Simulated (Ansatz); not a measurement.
# Bands, cutoff and cost in G0W0 for MgI2/MgI2 (1T bilayer)

How do accuracy and time trade against each other in G0W0 on MgI2/MgI2 (1T bilayer)?

Program: Ansatz 0.2.0. Level of theory: G0W0 on PBE, plane waves, PAW. Results are calculated unless marked as measured.

## 1. Set-up

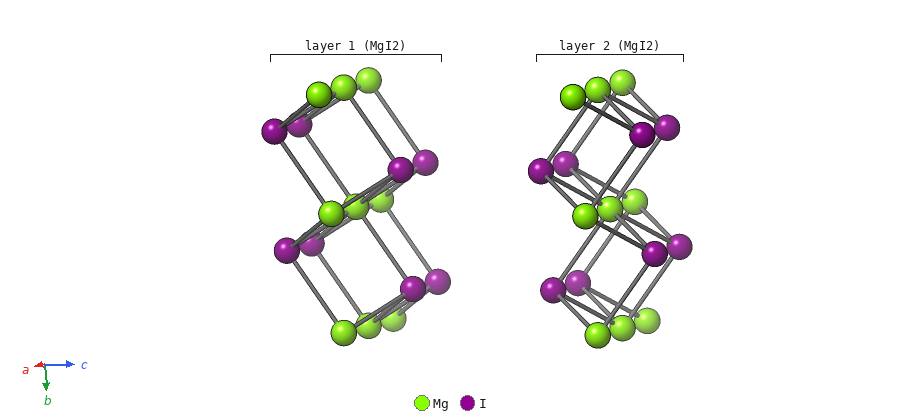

The cell as given, from the side, with the c axis across the page (magnesium green, iodine purple). 2×2×1 cells are drawn. Some periodic images of atoms are drawn too.

The cell holds 6 atoms: 2 Mg and 4 I. Cell: a = 4.127 Å, b = 4.127 Å, c = 44.900 Å, α = 90.0°, β = 90.0°, γ = 120.0°. It derives from I2Mg1. Regions: layer 1 (MgI2), 3 atoms (1 Mg and 2 I); layer 2 (MgI2), 3 atoms (1 Mg and 2 I). Vacuum lies along c.

The structure was relaxed with PBE-D3(BJ). The runs that relaxed it are not among those shown. Spin-orbit coupling is left out unless a step names it. The default PAW set here is soft_2. Its files were made with PBE. The Coulomb interaction is cut off across the vacuum.

## 2. 394 empty bands, screening to 41 eV

G0W0 replaces the xc potential by the self-energy, built once from these orbitals. Only a window of levels is corrected, while the sums run over the empty bands that the input names.

Input file input.yaml:

```yaml
crystal:
  lattice:
    - [4.1273425794, 0.0, 0.0]
    - [-2.0636712897, 3.5743835239, 0.0]
    - [0.0, 0.0, 44.9]
  atoms:
    - { symbol: Mg, position: [0.0, 0.0, 0.4164287295] }
    - { symbol: I, position: [0.3333333333, 0.6666666667, 0.4538628034] }
    - { symbol: I, position: [0.6666666667, 0.3333333333, 0.3789632776] }
    - { symbol: Mg, position: [0.0, 0.0, 0.5835712705] }
    - { symbol: I, position: [0.6666666667, 0.3333333333, 0.6210367224] }
    - { symbol: I, position: [0.3333333333, 0.6666666667, 0.5461371966] }
  periodic: [true, true, false]
kpoints:
  mp_grid: { grid: [3, 3, 1] }
hamiltonian:
  xc: pbe
scf:
  occupations: { method: fixed }
gw:
  n_empty_bands: 394
  ecut_chi: 41
  qp_bands: [v2, c2]
  qp_kpoints: band_edges
  screening: { model: contour_deformation }
```

Command:

```
> ansatz run input.yaml --threads 4 --pin off --max-ram 17510MiB --backend cpu --events-out ev --progress --plain --runs-dir out
```

Numbers of over 12 decimals in the logs are rounded to 6 here.

Output:

```text
Engine: ansatz 0.2.0, aarch64-unknown-linux-gnu
Pseudopotentials: kind: paw
Pseudopotential: Mg, paw, valence charge 10, recommended cutoff 420 eV (normal), Mg.paw.azcp
Pseudopotential: I, paw, valence charge 17, recommended cutoff 420 eV (normal), I.paw.azcp
Functional definition: PBE
  parameter kappa = 0.804
  parameter beta = 0.066725
  exchange = pbe_x(kappa = kappa, mu = beta*pi^2/3)
  correlation = pbe_c(beta = beta)
Crystal: 6 atoms, lattice volume = 662.396 Å³
Basis set: ecut = 420 eV, 12787 PW (Γ)
Bands: 53, of which v1, the nominal top of the filled ones, is band 44 counted from 1 (43 counted from 0)
Symmetry: 12 space group operations
Space group: P-6m2 (ITA 187), of the structure as read, at distance tolerance 8.7e-5 Å
k-points: 3 of 9 (time reversal used)
Non-local potential: Mg, projectors of the file, l = 0: 3, l = 1: 2, l = 2: 1
Non-local potential: I, projectors of the file, l = 0: 2, l = 1: 2, l = 2: 2, l = 3: 2
PAW form: soft (Blöchl's): semilocal exchange-correlation on the pseudo side does not see the compensation charge
PAW one-centre angular grid: Mg, 110 points (default); XC on 64 Gauss nodes
PAW one-centre angular grid: I, 590 points (default); XC on 64 Gauss nodes
Initial density: superposition of atomic densities (neutral atoms: chi_scale 0, normalization atom), corrected by the library's trained network
Initial wavefunctions: pseudopotential atomic-orbital guess
Functional: x = pbe(κ = 0.804, μ = 0.219515), c = pbe(β = 0.066725)
SCF iter   1: F=—  HF=-33905.295247 eV  |F-HF|=—  |Δ(HF+E_count)|=         —  Δρ=5.16e-4  dr2=3.76e-3  ethr=1.77e-3  ⟨swp⟩=8.3  Hψ=744  notcnv=0  defer=21
preconditioner: auto → Resta (q_TF=auto, 1.949 Å⁻¹)  ε∞=1.6  [insulator: Δε(μ)=3.943 eV  Ē_g=10.408 eV  n_scr=104 (ndim 8)  ℏωp=8.2 eV  f_vac=0.684  ε∞_Penn≈1.6  vacuum switching on, ρ_ref=7.9e-3 e/Å³]
SCF iter   2: F=—  HF=-33905.292562 eV  |F-HF|=—  |Δ(HF+E_count)|=   2.69e-3  Δρ=2.77e-4  dr2=7.30e-4  ethr=4.27e-6  ⟨swp⟩=5.3  Hψ=430  notcnv=0  defer=21
SCF iter   3: F=—  HF=-33905.292941 eV  |F-HF|=—  |Δ(HF+E_count)|=   3.79e-4  Δρ=1.23e-4  dr2=2.70e-4  ethr=8.30e-7  ⟨swp⟩=3.0  Hψ=223  notcnv=0  defer=21
SCF iter   4: F=—  HF=-33905.293029 eV  |F-HF|=—  |Δ(HF+E_count)|=   8.82e-5  Δρ=5.18e-5  dr2=5.50e-5  ethr=3.07e-7  ⟨swp⟩=3.0  Hψ=218  notcnv=0  defer=21
SCF iter   5: F=—  HF=-33905.293039 eV  |F-HF|=—  |Δ(HF+E_count)|=   1.00e-5  Δρ=1.73e-5  dr2=1.81e-6  ethr=6.25e-8  ⟨swp⟩=3.0  Hψ=212  notcnv=0  defer=21
SCF iter   6: F=—  HF=-33905.293041 eV  |F-HF|=—  |Δ(HF+E_count)|=   2.36e-6  Δρ=5.31e-6  dr2=4.54e-7  ethr=2.06e-9  ⟨swp⟩=3.0  Hψ=319  notcnv=0  defer=21
SCF iter   7: F=-33905.293042 eV  HF=-33905.293042 eV  |F-HF|=5.37e-8  |Δ(HF+E_count)|=   3.39e-7  Δρ=1.69e-6  dr2=2.82e-8  ethr=1.14e-10  ⟨swp⟩=35.0  Hψ=1330  notcnv=0
SCF 1 converged in 7 iterations: F = -33905.293042 eV  dr2 = 2.82e-8
  greatest PAW one-centre occupation: 1.000 electrons in one spin orbital (limit 2), on the Mg atom at site 3 (counted from 0), in its partial waves of l = 0
NSCF: frozen V_eff on 3 k-points
G₀W₀ screening: q 1/3
[... further progress lines ...]
NSCF: frozen V_eff on 1 k-points
SCF converged after 7 iterations
Free energy (F): -33905.293042 eV
Harris-Foulkes:  -33905.293042 eV  (|F-HF|=5.37e-8)
Internal energy: -33905.293042 eV  (E = F + TS)
E sigma→0 (E₀):  -33905.293042 eV
Fermi energy:    -6.294166 eV
--- Per-component energies (eV) ---
  E_band       = -3228.727926
  E_kinetic    = 909.148329
  E_local      = -323171.404471  (includes V_loc(G=0)·N_el)
  E_nonlocal   = -170.651579
  E_hartree    = 160761.408731
  E_xc         = -570.662478
  E_vxc        = -589.797506  (∫ρ·V_xc dr)
  E_paw        = -19853.357289  (= ΣΔE_a)
  E_vpaw       = -1728.836947  (= ΣTr[D̂ρ^β])
  E_aug_tail   = -0.000071  (compensation charges beyond the density's cutoff)
  E_ewald      = 148190.225786
  E_smearing   = -0.000000  (= −TS)
  E_closure    = 0.000000  (closes the sum)
  Σ components = -33905.293042   (vs F -33905.293042, Δ=0.00e0)
--- Band table (eV) ---
  k-point 0: bands = [... 40 lower, -6.3277, -6.3277, -6.2942, -6.2942, -2.3565, -1.9683 (-1.9683°), -1.4100 (-1.4100°), -1.3214 (-1.3214°), ... 5 higher]
  k-point 1: bands = [... 40 lower, -7.1268, -6.7378, -6.6843, -6.6414, -2.3105, -2.1704, -1.0050, -0.6614 (-0.6614°), ... 5 higher]
  k-point 2: bands = [... 40 lower, -7.4081, -7.1641, -7.1123, -6.8760, -2.0513, -1.7867, -0.2920, -0.1379, ... 5 higher]
  ° read free of the cell's end (the report's vacuum.weakly_bound_levels)
--- G₀W₀: contour deformation, 6 samples at zero and on the imaginary axis and 1 off it, 9 q-points, 394 empty bands' worth ---
  eigenvalues of the whole cell's RPA ε∞ on this k-mesh (on a slab, of 1 + 4πα/V) = 1.2240, 2.2916, 2.2916; static W/v taken at q = 0 is 0.514101
  gw.qp_kpoints: band_edges: 3 of 3 stored k-points solved, in 1 pass; an edge of the gap read off the rows below is read off those points alone
    ik  band        ε_KS         Σx   Σc(E_QP)       V_xc       Z   E_QP_lin       E_QP  E_QP is
     0    43     -6.2942   -17.9488     2.0932   -15.0760  0.7926    -7.0831    -7.0737  root
     0    44     -6.2942   -17.9488     2.0932   -15.0760  0.7926    -7.0831    -7.0737  root
     0    45     -2.3565    -6.5161    -3.1991   -10.5071  0.8200    -1.5563    -1.5647  root
     0    46     -1.9683    -6.7257    -3.2780   -10.9450  0.8153    -1.0140    -1.0269  root
     1    43     -6.6843   -17.5542     2.1389   -14.5790  0.7893    -7.5320    -7.5206  root
     1    44     -6.6414   -17.6037     2.1288   -14.6555  0.7899    -7.4715    -7.4607  root
     1    45     -2.3105    -6.2779    -3.2461   -10.4130  0.8087    -1.4105    -1.4215  root
     1    46     -2.1704    -6.3845    -3.3098   -10.6313  0.8065    -1.2207    -1.2334  root
     2    43     -7.1123   -17.0108     2.1263   -13.9895  0.7869    -8.0211    -8.0073  root
     2    44     -6.8760   -17.1686     2.0653   -14.3125  0.7906    -7.6768    -7.6669  root
     2    45     -2.0513    -6.6012    -3.1486   -10.6491  0.8090    -1.1408    -1.1520  root
     2    46     -1.7867    -7.1485    -3.2314   -11.3956  0.8046    -0.7556    -0.7710  root
```

Run time: 2.2 min. Hardware: 4 threads of Arm Neoverse V1, shared host; peak memory 4.4 GiB; 8.3 min of CPU time.

In the SCF lines HF is the Harris–Foulkes energy and dr2 the Hartree energy of the density residual, in eV; the loop may stop once dr2 is under the threshold and the program's other checks hold. Hψ counts applications of the Hamiltonian.

Numbers from this step:

| Item | Value |
| --- | --- |
| bands summed | 438 |
| plane waves in the screening matrix | 383 |
| q-points in the mesh | 9 |
| G0W0 gap on the mesh | 5.509 eV |
| k of the valence top | 0, 0, 0 |
| k of the conduction bottom | 0, 0, 0 |
| starting gap on the mesh | 3.938 eV |
| Z at the valence top | 0.7926 |
| Z at the conduction bottom | 0.8200 |
| least direct G0W0 gap on the computed points | 5.509 eV |

The gap on the mesh goes from 3.94 eV to 5.51 eV, a correction of +1.57 eV. Between the two edge states, bare exchange in place of the xc potential would open the gap by 6.86 eV, and correlation takes back 5.29 eV.

## 3. 976 empty bands, screening to 75 eV

Bands and screening cutoff are moved together, since each hides the error of the other.

Edit input.yaml of step 2 so:

```diff
@@ -19,5 +19,6 @@
   occupations: { method: fixed }
+  convergence: { dr2_threshold: 1.0e-10 }
 gw:
-  n_empty_bands: 394
-  ecut_chi: 41
+  n_empty_bands: 976
+  ecut_chi: 75.0
   qp_bands: [v2, c2]
```

Output:

```text
[...]
Crystal: 6 atoms, lattice volume = 662.396 Å³
Basis set: ecut = 420 eV, 12787 PW (Γ)
Bands: 53, of which v1, the nominal top of the filled ones, is band 44 counted from 1 (43 counted from 0)
[... 1 set-up line as in the run before ...]
[...]
k-points: 3 of 9 (time reversal used)
[...]
SCF iter   1: F=—  HF=-33905.295247 eV  |F-HF|=—  |Δ(HF+E_count)|=         —  Δρ=5.16e-4  dr2=3.76e-3  ethr=1.77e-3  ⟨swp⟩=8.3  Hψ=744  notcnv=0  defer=21
[...]
SCF iter  10: F=-33905.293042 eV  HF=-33905.293042 eV  |F-HF|=4.37e-11  |Δ(HF+E_count)|=  7.20e-10  Δρ=4.39e-8  dr2=1.12e-11  ethr=1.00e-12  ⟨swp⟩=37.3  Hψ=1202  notcnv=0
SCF 1 converged in 10 iterations: F = -33905.293042 eV  dr2 = 1.12e-11
[...]
NSCF: frozen V_eff on 3 k-points
G₀W₀ screening: q 1/3
[... further progress lines ...]
[...]
SCF converged after 10 iterations
Free energy (F): -33905.293042 eV
[...]
Internal energy: -33905.293042 eV  (E = F + TS)
E sigma→0 (E₀):  -33905.293042 eV
Fermi energy:    -6.294357 eV
[...]
--- Band table (eV) ---
  k-point 0: bands = [... 40 lower, -6.3279, -6.3279, -6.2944, -6.2944, -2.3567, -1.9685 (-1.9685°), -1.4101 (-1.4101°), -1.3215 (-1.3215°), ... 5 higher]
  k-point 1: bands = [... 40 lower, -7.1270, -6.7380, -6.6845, -6.6416, -2.3107, -2.1706, -1.0051, -0.6616 (-0.6616°), ... 5 higher]
  k-point 2: bands = [... 40 lower, -7.4083, -7.1643, -7.1125, -6.8762, -2.0515, -1.7869, -0.2922, -0.1381, ... 5 higher]
  ° read free of the cell's end (the report's vacuum.weakly_bound_levels)
[...]
bands read: the sum over 1020 bands ends inside a degenerate multiplet in 1 slot, whose members it reads at an even weight; the widest, k=0: bands 1020 to 1021 (counted from 1) at 1/2 each
[...]
0    43     -6.2944   -17.9488     1.7507   -15.0760  0.7867    -7.4364    -7.4164  root
     0    44     -6.2944   -17.9488     1.7507   -15.0760  0.7867    -7.4364    -7.4164  root
     0    45     -2.3567    -6.5158    -3.3412   -10.5067  0.8197    -1.7016    -1.7070  root
     0    46     -1.9685    -6.7251    -3.4404   -10.9442  0.8147    -1.1813    -1.1898  root
     1    43     -6.6845   -17.5542     1.8165   -14.5790  0.7837    -7.8658    -7.8431  root
     1    44     -6.6416   -17.6037     1.8030   -14.6555  0.7843    -7.8086    -7.7867  root
     1    45     -2.3107    -6.2779    -3.4316   -10.4130  0.8074    -1.6005    -1.6071  root
     1    46     -2.1706    -6.3845    -3.5017   -10.6313  0.8051    -1.4178    -1.4255  root
     2    43     -7.1125   -17.0109     1.8322   -13.9895  0.7817    -8.3267    -8.3016  root
     2    44     -6.8762   -17.1687     1.7578   -14.3125  0.7851    -7.9941    -7.9745  root
     2    45     -2.0515    -6.6012    -3.3508   -10.6491  0.8072    -1.3478    -1.3543  root
     2    46     -1.7869    -7.1485    -3.4558   -11.3956  0.8025    -0.9866    -0.9955  root
```

Elapsed: 13 min, on 4 threads; peak memory 13 GiB; 51 min of CPU time.

This step gave:

| Property | Result |
| --- | --- |
| bands summed | 1020 |
| plane waves in the screening matrix | 933 |
| q-points in the mesh | 9 |
| G0W0 gap on the mesh | 5.709 eV |
| k of the valence top | 0, 0, 0 |
| k of the conduction bottom | 0, 0, 0 |
| starting gap on the mesh | 3.938 eV |
| Z at the valence top | 0.7867 |
| Z at the conduction bottom | 0.8197 |
| least direct G0W0 gap on the computed points | 5.709 eV |

Against the run with 3×3×1 mesh, 394 empty bands, screening to 41 eV, the gap moves by +0.20 eV.

## 4. The runs together

Times are wall times on 4 threads of Arm Neoverse V1, shared host, good to a factor of about two.

| mesh | files | frequency | bands summed | cutoff (eV) | start (eV) | G0W0 (eV) | time | host memory (GiB) |
| --- | --- | --- | --- | --- | --- | --- | --- | --- |
| 3×3×1 | default PAW | contour deformation | 438 | 41 | 3.938 | 5.509 | 2.2 min | 4.4 |
| 3×3×1 | default PAW | contour deformation | 1020 | 75 | 3.938 | 5.709 | 13 min | 13 |

How the two edges are built up, in eV (the quasiparticle level is the starting level plus Σx plus Σc less Vxc):

| run | edge | start | Σx | Σc | Vxc | Z | QP |
| --- | --- | --- | --- | --- | --- | --- | --- |
| 438 bands | valence top | -6.29 | -17.95 | 2.09 | -15.08 | 0.79 | -7.07 |
| 438 bands | conduction bottom | -2.36 | -6.52 | -3.20 | -10.51 | 0.82 | -1.56 |
| 1020 bands | valence top | -6.29 | -17.95 | 1.75 | -15.08 | 0.79 | -7.42 |
| 1020 bands | conduction bottom | -2.36 | -6.52 | -3.34 | -10.51 | 0.82 | -1.71 |

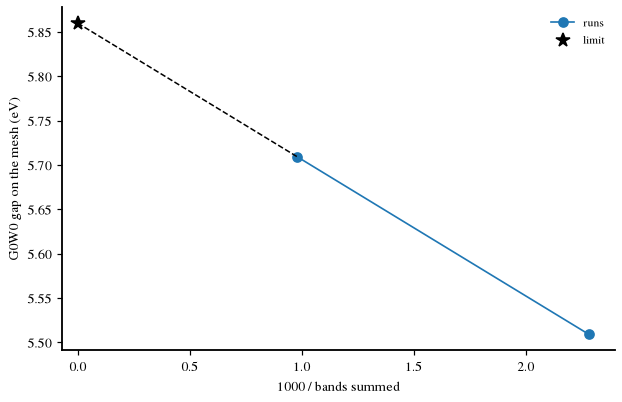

The gap against one over the number of bands; the dashed line carries the two highest rungs to the limit.

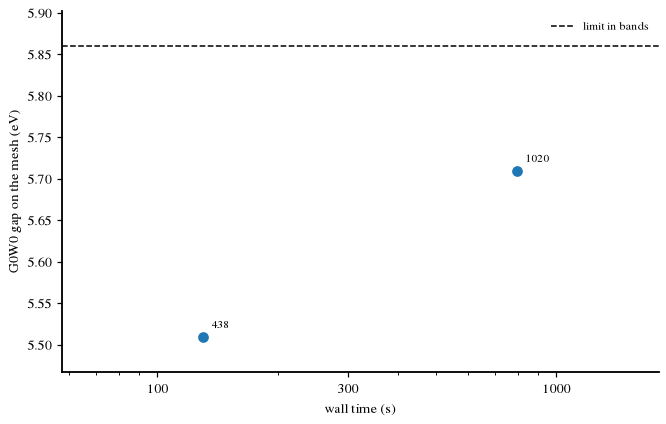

Result against wall time.

## 5. What came out

| Item | Value |
| --- | --- |
| 438 bands, 41 eV | 5.509 eV |
| 1020 bands, 75 eV | 5.709 eV |
| estimated limit in bands and cutoff | 5.86 eV |
| mesh and start | 3×3×1, PBE |

In words: A line in one over the bands through the two rungs gives 5.86 eV, +0.15 eV from the top rung; with two points alone it is an unchecked estimate. The rungs stand 0.35 eV (438 bands) and 0.15 eV (1020 bands) from it. From 438 to 1020 bands the gap moves by +0.20 eV while the time grows 6.1-fold. Σc changes by −0.34 eV at the valence top and −0.14 eV at the conduction bottom, so the valence edge carries most of the change. The 3×3×1 mesh misses a band edge: over a band path and its finer mesh (run apart) the PBE gap is 3.52 eV, so the G0W0 gap over the zone may lie about 0.41 eV below its value on the mesh. The mesh in the plane is coarse for a sheet; gap and any exciton binding can still move on denser ones. The many-body steps are scalar-relativistic: spin-orbit coupling is not in them.

[Paths, hosts, dates, memory and timing lines, banners, echoed tables and standing remarks are left out of the program output.]

[Logs are printed without paths, hosts, clocks, repeated set-up lines and the standing remarks that a program may print on its own settings, such as how far it seeks lower states.]

[Runs of the session that timed out or met a known fault of the program may be left out.]

[Cells called generated may have been cut or substituted from an entry of the Crystallography Open Database or the Materials Project.]

[Hosts, paths, dates, database ids (printed as entryN), source tags and the programs' standing remarks are cut or masked in the printed files.]
